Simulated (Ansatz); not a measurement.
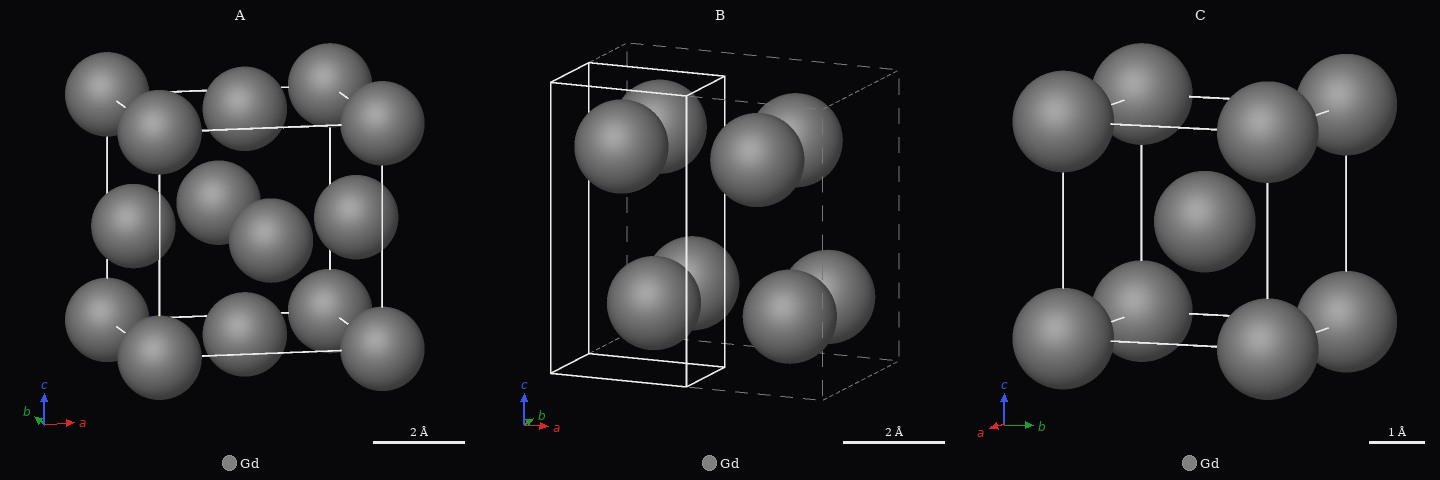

Three structures of Gd, each relaxed to rest (conventional cells in solid outline, small ones repeated, each panel with its own scale). Method: DFT PBE, spin-orbit coupling, plane waves, PAW (Ansatz).

> What are the structures shown?

A: face-centred cubic (Cu type), Fm-3m; B: hexagonal close-packed (Mg type), P6_3/mmc; C: body-centred cubic (W type), Im-3m.

> Which of these is lowest in energy, and how far above it do the others lie?

B, then A (+48 meV/atom) and C (+91 meV/atom), energies at zero smearing.

> Collect the results in a table.

| panel | structure | E − E(lowest) (meV/atom) | volume (Å³/atom) | gap (eV) |
| --- | --- | --- | --- | --- |
| B | P6_3/mmc | 0 | 33.5 | metal |
| A | Fm-3m | 48 | 32.8 | metal |
| C | Im-3m | 91 | 33.0 | metal |

Some of these may be structure types tried for this composition rather than known phases, and the most stable form need not be among them. Gaps are taken on the k-mesh or band path of each run.
